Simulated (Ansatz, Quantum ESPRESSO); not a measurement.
# 2H-WSe2, 1 layer against a metal electrode: the far face's level over the Fermi level at a withheld member of a series

Method. Quantum ESPRESSO 7.5, PBE, GBRV ultrasoft. The slab is relaxed neutral under PBE-D3(BJ), then held. ESM with bc3: vacuum below and a metal electrode about 6 Å above the top atoms. Fermi-Dirac smearing of 0.004 Ry and a dense mesh. Charges are set per cell from the starting area. The series steps the charge of the slab (positive: electrons removed).

```tsv
charge of the slab	far face's level over the Fermi level (eV)
1 ×10¹³ e/cm²	5.0157
2 ×10¹³ e/cm²	5.0667
3 ×10¹³ e/cm²	5.0988
4.5 ×10¹³ e/cm²	5.1322
7 ×10¹³ e/cm²	5.1787
8 ×10¹³ e/cm²	5.1955
```

To predict: What is the far face's level over the Fermi level at 6 ×10¹³ e/cm²?

**Fit.** The rows at 4.5 ×10¹³ e/cm² and 7 ×10¹³ e/cm² give a slope of (5.1787 − (5.1322))/(7 − (4.5)) = 0.0186, so a straight line gives 5.1601 eV. A parabola through these and the row at 3 ×10¹³ e/cm² gives 5.1615 eV.

**Check.** 5.1600 eV. The line misses by +0.0001 and the parabola by +0.0015 eV. The line does better here.

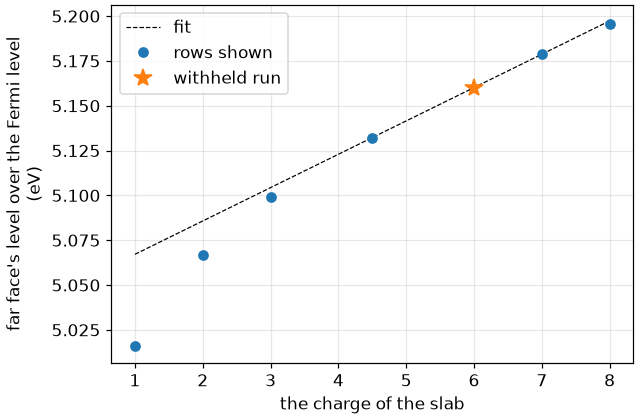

The rows shown, the fit and the withheld run.

Caveats: Vacuum fills the gap; ions don't answer the charge; added electrons can spill towards the electrode at the most negative charges. Charges count on the starting cell, which the relaxation changed by some per cent. Members without a usable value, or on the other side of zero field or charge, are not listed.

[Logs are printed without paths, hosts, clocks, repeated set-up lines and the standing remarks that a program may print on its own settings, such as how far it seeks lower states.]
